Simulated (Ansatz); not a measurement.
Run report: Ga8As7, geometry relaxation (part 3 of 3)

Continued. System: Ga8As7 (P1, 15 atoms in the cell). Method: DFT PBE, scalar-relativistic, plane waves, PAW, no spin polarisation (Ansatz 0.2.0); cutoff 420 eV, 2×2×2 k-mesh, Gaussian smearing of 0.1 eV. The structure was built on a prototype by a generator; it need not be a known phase. It belongs to a series of runs on one base structure; here: 1 of 8 As atoms taken out at random.

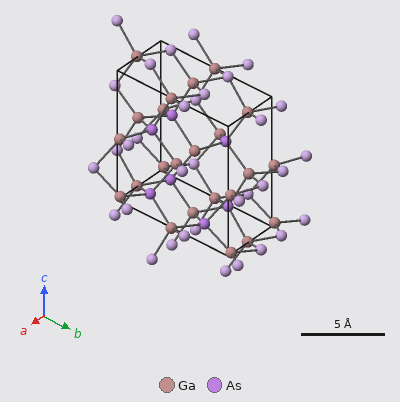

Figure 1. The geometry at step 11 of the log (ball-and-stick view of the reduced cell, seen slightly off an axis; neighbours outside the cell are drawn fainter).

**Trajectory as extended XYZ, continued**
```
15
Lattice="-5.6926 -5.6949 -0.0235 0.0117 -5.6831 5.6886 -5.6879 0.0188 5.6957" Properties=species:S:1:pos:R:3:forces:R:3 step=5 energy=-64260.19500 pressure_GPa=0.00
Ga   -8.2799   -5.4370    2.5720    0.0302   0.0182   0.0123
Ga   -5.5807   -8.4515    8.6247    0.0634  -0.0157   0.0763
Ga   -3.0965   -2.5870    5.4565   -0.1347  -0.0014  -0.0472
Ga   -5.7071   -5.7701    5.7704    0.0807  -0.0003  -0.0548
Ga   -5.6038  -11.4798    5.6268    0.0213   0.0441  -0.0414
Ga   -8.5904   -8.5574   11.3974    0.0439   0.0972  -0.0661
Ga  -11.4016   -8.6140    8.6158    0.1146   0.0943  -0.0164
Ga   -2.7805   -5.7274    2.8526   -0.0276   0.0452   0.0486
As   -1.3764   -1.5164    1.4073   -0.1111   0.0708   0.0816
As   -4.2631   -4.3236    1.4644   -0.0864  -0.0296  -0.0043
As   -1.4813   -4.2848    4.3659    0.0433  -0.0860   0.0677
As   -4.2757   -7.1217    4.2699   -0.0258  -0.0788  -0.0161
As   -7.0524   -4.2472    4.3380   -0.1336  -0.0498  -0.1585
As   -4.2895   -4.1972    7.0557    0.1065  -0.0481   0.1006
As   -7.1585   -7.2059    7.1183    0.0157  -0.0598   0.0177
15
Lattice="-5.6853 -5.6934 -0.0242 0.0106 -5.6799 5.6812 -5.6852 0.0240 5.6946" Properties=species:S:1:pos:R:3:forces:R:3 step=6 energy=-64260.20746 pressure_GPa=0.03
Ga   -8.2641   -5.4248    2.5633   -0.0138   0.0139   0.0228
Ga   -5.5661   -8.4489    8.6351    0.0475   0.0068   0.0506
Ga   -3.1325   -2.5825    5.4405   -0.0516  -0.0167  -0.0239
Ga   -5.6993   -5.7768    5.7616   -0.0024   0.0010  -0.0156
Ga   -5.6011  -11.4682    5.6285   -0.0225   0.0502   0.0134
Ga   -8.5819   -8.5365   11.3773    0.0167   0.0151  -0.0131
Ga  -11.3807   -8.5992    8.6126    0.0219   0.0236  -0.0017
Ga   -2.7612   -5.7203    2.8428    0.0025   0.0215  -0.0131
As   -1.3867   -1.5096    1.4192    0.0016  -0.0149  -0.0140
As   -4.2555   -4.3152    1.4629   -0.0136  -0.0347  -0.0200
As   -1.4777   -4.2779    4.3695    0.0303  -0.0410   0.0063
As   -4.2651   -7.1114    4.2537    0.0013  -0.0316  -0.0040
As   -7.0581   -4.2541    4.3289   -0.0351  -0.0011  -0.0232
As   -4.2895   -4.2040    7.0591    0.0337   0.0048   0.0161
As   -7.1517   -7.2214    7.1092   -0.0165   0.0032   0.0194
15
Lattice="-5.6795 -5.6924 -0.0216 0.0111 -5.6818 5.6780 -5.6862 0.0283 5.6951" Properties=species:S:1:pos:R:3:forces:R:3 step=7 energy=-64260.21373 pressure_GPa=0.02
Ga   -8.2553   -5.4192    2.5646   -0.0232   0.0306   0.0398
Ga   -5.5417   -8.4394    8.6596    0.0543   0.0550   0.0633
Ga   -3.1568   -2.5888    5.4260    0.0164  -0.0223  -0.0082
Ga   -5.7016   -5.7875    5.7585   -0.0425   0.0049   0.0140
Ga   -5.6117  -11.4462    5.6450   -0.0741   0.0803   0.0681
Ga   -8.5776   -8.5305   11.3685    0.0064  -0.0264  -0.0111
Ga  -11.3654   -8.5924    8.6105    0.0106  -0.0069   0.0044
Ga   -2.7509   -5.7204    2.8310    0.0183  -0.0279  -0.0342
As   -1.3912   -1.5108    1.4243    0.0608  -0.0281  -0.0567
As   -4.2492   -4.3050    1.4679   -0.0008  -0.0606  -0.0509
As   -1.4758   -4.2754    4.3591    0.0240  -0.0152   0.0007
As   -4.2554   -7.1091    4.2474   -0.0053   0.0079   0.0001
As   -7.0575   -4.2529    4.3276    0.0000  -0.0240   0.0154
As   -4.2893   -4.2133    7.0591   -0.0098   0.0149  -0.0255
As   -7.1486   -7.2396    7.1130   -0.0351   0.0178  -0.0191
15
Lattice="-5.6684 -5.6924 -0.0183 0.0100 -5.6842 5.6668 -5.6923 0.0421 5.6989" Properties=species:S:1:pos:R:3:forces:R:3 step=9 energy=-64260.26160 pressure_GPa=0.03
Ga   -8.2430   -5.4046    2.5660   -0.0510   0.0347   0.0646
Ga   -5.4610   -8.3820    8.7330    0.0858   0.0727   0.0833
Ga   -3.1821   -2.6011    5.3867    0.0584  -0.0356  -0.0067
Ga   -5.7181   -5.8064    5.7536   -0.1059   0.0110   0.0460
Ga   -5.6895  -11.3555    5.7201   -0.1419   0.1683   0.1463
Ga   -8.5755   -8.5344   11.3362   -0.0140  -0.0808  -0.0144
Ga  -11.3325   -8.5798    8.5962    0.0043  -0.0221   0.0178
Ga   -2.7342   -5.7537    2.7924    0.0136  -0.0804  -0.0660
As   -1.4134   -1.5236    1.4351    0.1458  -0.0212  -0.1240
As   -4.2364   -4.2811    1.4911    0.0008  -0.1241  -0.1313
As   -1.4863   -4.2682    4.3075    0.0702  -0.0352   0.0167
As   -4.2471   -7.1061    4.2387    0.0142   0.0255  -0.0118
As   -7.0417   -4.2468    4.3123    0.0224  -0.0232   0.0807
As   -4.2927   -4.2250    7.0415   -0.0413   0.0308  -0.0542
As   -7.1346   -7.2931    7.1146   -0.0613   0.0795  -0.0471
15
Lattice="-5.6601 -5.6980 -0.0112 0.0070 -5.6939 5.6571 -5.7089 0.0600 5.7100" Properties=species:S:1:pos:R:3:forces:R:3 step=10 energy=-64260.31329 pressure_GPa=-0.03
Ga   -8.2550   -5.4102    2.5903   -0.0522  -0.0405   0.0182
Ga   -5.3789   -8.3360    8.8046    0.0144  -0.0120  -0.0145
Ga   -3.1821   -2.6326    5.3530    0.0602   0.0270   0.0260
Ga   -5.7513   -5.8163    5.7613   -0.0934   0.0040   0.0612
Ga   -5.8004  -11.2495    5.8178   -0.0758   0.0785   0.0271
Ga   -8.5853   -8.5550   11.3133   -0.0247  -0.0194  -0.0086
Ga  -11.3104   -8.5687    8.5921    0.0146   0.0293   0.0027
Ga   -2.7311   -5.8071    2.7565   -0.0171  -0.0699  -0.0384
As   -1.4265   -1.5367    1.4361    0.0768   0.0612  -0.0681
As   -4.2217   -4.2751    1.5035   -0.0242  -0.0414  -0.0329
As   -1.4937   -4.2694    4.2419    0.0393  -0.0685   0.0751
As   -4.2480   -7.1064    4.2473    0.0274  -0.0067  -0.0205
As   -7.0311   -4.2383    4.3068    0.0665   0.0185   0.0587
As   -4.3035   -4.2302    7.0286   -0.0182  -0.0051  -0.0396
As   -7.1330   -7.3366    7.1219    0.0064   0.0449  -0.0464
15
Lattice="-5.6847 -5.7260 -0.0021 -0.0096 -5.7144 5.6651 -5.7469 0.0643 5.7390" Properties=species:S:1:pos:R:3:forces:R:3 step=11 energy=-64260.10282 pressure_GPa=-0.00 accepted=F
Ga   -8.4015   -5.5362    2.7046    0.2136   0.0169  -0.1545
Ga   -5.4359   -8.4136    8.7316    0.0976   0.0451   0.0487
Ga   -3.0293   -2.6954    5.4208   -0.4162   0.2104  -0.1237
Ga   -5.8347   -5.7545    5.8280    0.3179   0.0791  -0.1254
Ga   -5.8737  -11.2557    5.8148    0.0978  -0.1491  -0.1691
Ga   -8.6399   -8.6222   11.3776    0.0750   0.3862  -0.1473
Ga  -11.3954   -8.5847    8.6420    0.2390   0.2878  -0.1091
Ga   -2.8123   -5.8751    2.7953   -0.1607   0.1544   0.1746
As   -1.3473   -1.5143    1.3582   -0.6543  -0.1254   0.5011
As   -4.2371   -4.3848    1.4302    0.0360   0.4352   0.5056
As   -1.4860   -4.3115    4.2257   -0.1949  -0.0082  -0.2437
As   -4.3154   -7.1142    4.3331    0.0008  -0.3042  -0.0039
As   -7.0589   -4.2339    4.3515   -0.2698  -0.0621  -0.6101
As   -4.3430   -4.1779    7.0426    0.3000  -0.2875   0.2908
As   -7.2084   -7.2487    7.1390    0.3181  -0.6785   0.1661
15
Lattice="-5.6253 -5.6242 0.0055 0.0014 -5.6311 5.6434 -5.7122 0.0814 5.7234" Properties=species:S:1:pos:R:3:forces:R:3 step=12 energy=-64260.30404 pressure_GPa=0.82 accepted=F
Ga   -8.2578   -5.3661    2.6461   -0.0097  -0.0531   0.0055
Ga   -5.3403   -8.2445    8.7973    0.0728   0.0422   0.0589
Ga   -3.1562   -2.6084    5.3421   -0.0458   0.0282  -0.0698
Ga   -5.7789   -5.7252    5.8118    0.0602   0.0275  -0.0474
Ga   -5.8198  -11.0552    5.8302    0.0129   0.0015   0.0108
Ga   -8.5700   -8.4324   11.3100    0.0222   0.0183   0.0264
Ga  -11.2529   -8.4048    8.6131   -0.0447  -0.0306  -0.0295
Ga   -2.7216   -5.7872    2.7348   -0.0129   0.0595   0.0298
As   -1.4113   -1.4986    1.4266   -0.0021  -0.0136   0.0117
As   -4.1855   -4.2273    1.4995   -0.0203  -0.0248   0.0021
As   -1.4884   -4.2168    4.1902    0.0019  -0.0175   0.0030
As   -4.2313   -6.9829    4.2832   -0.0527  -0.0239   0.0110
As   -7.0103   -4.1666    4.3271    0.0096  -0.0177   0.0011
As   -4.3006   -4.1558    7.0374   -0.0259  -0.0166  -0.0011
As   -7.1183   -7.2841    7.1333    0.0347   0.0207  -0.0125
15
Lattice="-5.6533 -5.6934 -0.0078 0.0066 -5.6922 5.6529 -5.7123 0.0668 5.7130" Properties=species:S:1:pos:R:3:forces:R:3 step=13 energy=-64260.32246 pressure_GPa=0.05
Ga   -8.2655   -5.4177    2.6091   -0.0267  -0.0289   0.0108
Ga   -5.3628   -8.3285    8.8030    0.0210  -0.0084  -0.0041
Ga   -3.1655   -2.6310    5.3537    0.0214   0.0129   0.0004
Ga   -5.7601   -5.8029    5.7678   -0.0211   0.0072   0.0187
Ga   -5.8159  -11.2154    5.8299   -0.0351   0.0393  -0.0004
Ga   -8.5833   -8.5482   11.3114   -0.0075   0.0093  -0.0103
Ga  -11.3054   -8.5524    8.5919    0.0125   0.0143  -0.0019
Ga   -2.7342   -5.8222    2.7502   -0.0136  -0.0272  -0.0011
As   -1.4199   -1.5278    1.4283    0.0111   0.0225  -0.0129
As   -4.2141   -4.2766    1.5018   -0.0074  -0.0013   0.0077
As   -1.4945   -4.2727    4.2300    0.0097  -0.0250   0.0144
As   -4.2481   -7.1016    4.2532    0.0008  -0.0047   0.0024
As   -7.0247   -4.2270    4.3098    0.0250   0.0078   0.0014
As   -4.3037   -4.2215    7.0258   -0.0004  -0.0078  -0.0069
As   -7.1259   -7.3303    7.1214    0.0104  -0.0099  -0.0182
15
Lattice="-5.6497 -5.6925 -0.0092 0.0078 -5.6910 5.6483 -5.7194 0.0789 5.7193" Properties=species:S:1:pos:R:3:forces:R:3 step=15 energy=-64260.32614 pressure_GPa=0.02
Ga   -8.2846   -5.4307    2.6291   -0.0061  -0.0170   0.0099
Ga   -5.3415   -8.3256    8.8001    0.0062   0.0046   0.0059
Ga   -3.1487   -2.6340    5.3534   -0.0113   0.0084  -0.0146
Ga   -5.7696   -5.7853    5.7736   -0.0101   0.0087   0.0034
Ga   -5.8378  -11.1763    5.8403    0.0056   0.0063  -0.0002
Ga   -8.5825   -8.5319   11.3066    0.0044  -0.0008   0.0011
Ga  -11.3035   -8.5313    8.5867   -0.0044  -0.0021  -0.0060
Ga   -2.7381   -5.8444    2.7431   -0.0040  -0.0051   0.0004
As   -1.4206   -1.5171    1.4255   -0.0050   0.0009   0.0003
As   -4.2028   -4.2767    1.4995   -0.0128   0.0043   0.0032
As   -1.4955   -4.2749    4.2077   -0.0035  -0.0008   0.0065
As   -4.2557   -7.0973    4.2592    0.0100   0.0027  -0.0031
As   -7.0259   -4.2147    4.3062    0.0107   0.0087  -0.0060
As   -4.3041   -4.2124    7.0293    0.0066   0.0014  -0.0072
As   -7.1201   -7.3293    7.1198    0.0138  -0.0201   0.0063
15
Lattice="-5.6497 -5.6925 -0.0092 0.0078 -5.6910 5.6483 -5.7194 0.0789 5.7193" Properties=species:S:1:pos:R:3:forces:R:3 step=16 energy=-64260.32454 pressure_GPa=0.02
Ga   -8.2846   -5.4307    2.6291   -0.0061  -0.0170   0.0099
Ga   -5.3415   -8.3256    8.8001    0.0061   0.0046   0.0060
Ga   -3.1487   -2.6340    5.3534   -0.0113   0.0084  -0.0145
Ga   -5.7696   -5.7853    5.7736   -0.0101   0.0087   0.0034
Ga   -5.8378  -11.1763    5.8403    0.0056   0.0062  -0.0002
Ga   -8.5825   -8.5319   11.3066    0.0044  -0.0008   0.0011
Ga  -11.3035   -8.5313    8.5867   -0.0044  -0.0021  -0.0060
Ga   -2.7381   -5.8444    2.7431   -0.0041  -0.0051   0.0004
As   -1.4206   -1.5171    1.4255   -0.0050   0.0009   0.0003
As   -4.2028   -4.2767    1.4995   -0.0128   0.0043   0.0032
As   -1.4955   -4.2749    4.2077   -0.0035  -0.0008   0.0066
As   -4.2557   -7.0973    4.2592    0.0100   0.0027  -0.0031
As   -7.0259   -4.2147    4.3062    0.0107   0.0087  -0.0060
As   -4.3041   -4.2124    7.0293    0.0066   0.0014  -0.0072
As   -7.1201   -7.3293    7.1198    0.0138  -0.0201   0.0063
```

The run was set up as follows.

**Input file**
```yaml
crystal:
  lattice:
    - [-5.7453845737, -5.7453845737, 0.0]
    - [0.0, -5.7453845737, 5.7453845737]
    - [-5.7453845737, 0.0, 5.7453845737]
  atoms:
    - { symbol: Ga, position: [0.9970480894, 0.0025748242, 0.4973414629] }
    - { symbol: Ga, position: [0.5028650962, 0.9987890604, 0.5008528744] }
    - { symbol: Ga, position: [0.0029780189, 0.496539367, 0.5037808514] }
    - { symbol: Ga, position: [0.5019802727, 0.5031213837, 0.4979710964] }
    - { symbol: Ga, position: [0.9981819847, 0.9960967932, 0.0020407258] }
    - { symbol: Ga, position: [0.4944391534, 0.9998852814, 0.9999932838] }
    - { symbol: Ga, position: [0.9965834757, 0.5010195841, 0.9970285559] }
    - { symbol: Ga, position: [0.5010117817, 0.5020369493, 0.002636462] }
    - { symbol: As, position: [0.1224406785, 0.1260384436, 0.1241207094] }
    - { symbol: As, position: [0.6259317208, 0.1221172799, 0.1285377381] }
    - { symbol: As, position: [0.1256051652, 0.627363391, 0.1246884263] }
    - { symbol: As, position: [0.6245354023, 0.6240812452, 0.1272783931] }
    - { symbol: As, position: [0.6259244054, 0.1295920989, 0.6199114538] }
    - { symbol: As, position: [0.1294036433, 0.6305242857, 0.6182534291] }
    - { symbol: As, position: [0.6231136142, 0.624999848, 0.6229799913] }
  symmetry: { detect: false }
basis:
  ecutwfc: 420
kpoints:
  mp_grid: { grid: [2, 2, 2], shift: [0.5, 0.5, 0.5] }
hamiltonian:
  xc: pbe
scf:
  occupations: { method: gaussian, width: 0.1 }
  lower_state_search: "off"
output:
  forces: true
  stress: true
  eigenvalues: true
relax:
  adjacent_minimum: "off"
  f_tol: 0.04
  max_steps: 50
  cell: { stress_tol: 0.3 }
```

Command:
```bash
ansatz run input.yaml --threads 4 --pin off --max-ram 9216MiB --backend cpu --events-out ev --progress --plain --runs-dir out
```

**Results in brief**

| quantity | value |
| --- | --- |
| outcome | converged |
| space group (tolerance 0.01 Å) | P1 (1) → Cm (8) |
| electrons treated | 209 |
| free energy | −64260.3245 eV |
| Fermi energy | 7.174 eV |
| gap on the k-point mesh | none (metallic) |
| pressure | 0.02 GPa |
| final volume | 370.86 Å³ |
| largest force (length of the vector) at the end | 0.025 eV/Å |
| final cell | a = 8.020 Å, b = 8.018 Å, c = 8.089 Å, α = 60.63°, β = 60.64°, γ = 59.85° |
| hardware | 4 threads of Intel Xeon (Granite Rapids), 12 GiB of memory available, shared host |
| wall time | 62 s (CPU time 3.9 min) |
| peak memory | 1.3 GiB |
